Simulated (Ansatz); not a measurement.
Rh

Input file:

```
crystal:
  lattice:
    - [0.0, 1.914989029, 1.914989029]
    - [1.914989029, 0.0, 1.914989029]
    - [1.914989029, 1.914989029, 0.0]
  atoms:
    - { symbol: Rh, position: [0.0, 0.0, 0.0] }
basis:
  ecutwfc: 420
kpoints:
  mp_grid: { grid: [18, 18, 18] }
  band_path:
    path:
      - [[0.0, 0.0, 0.0], [0.5, 0.0, 0.5], [0.625, 0.25, 0.625]]
      - [[0.375, 0.375, 0.75], [0.0, 0.0, 0.0], [0.5, 0.5, 0.5], [0.5, 0.25, 0.75], [0.5, 0.0, 0.5]]
    npoints: 14
hamiltonian:
  xc: pbe
scf:
  occupations: { method: gaussian, width: 0.1 }
  n_extra_bands: 6
output:
  forces: true
  stress: true
  eigenvalues: true
  populations: true
  dos: { projected: true, de: 0.02, nscf_kmesh: { grid: [27, 27, 27] } }
  bader: true
  write_density: true
  write_potential: true
  elf: true
  volumetric_format: npy
```

Command:

```sh
ansatz run input.yaml --threads 1 --pin off --max-ram 2560MiB --backend cpu --events-out ev --progress --plain --runs-dir out
```

Below, planes, directions and counts refer to the conventional cell (a = 3.83 Å, b = 3.83 Å, c = 3.83 Å, α = 90.00°, β = 90.00°, γ = 90.00°).

Space group Fm-3m; computed without spin polarisation.

Method: DFT PBE, scalar-relativistic, plane waves, PAW (Ansatz).

What will maps of the valence pseudo-density and electron localisation function show?

Answer. Rh–Rh (2.71 Å): ρ is about 0.35 e/Å³ halfway; the ELF is about 0.25 at the midpoint: no shared electron pair shows on this line.

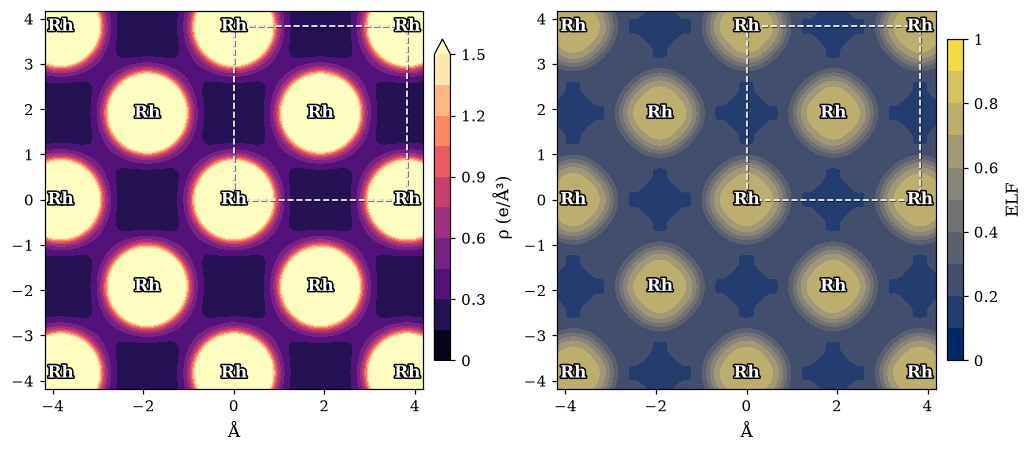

Computed valence pseudo-density and electron localisation function on the (010) plane of the conventional cell, in this order. 

Core electrons are frozen (PAW), and the valence fields are smoothed inside the atomic spheres.
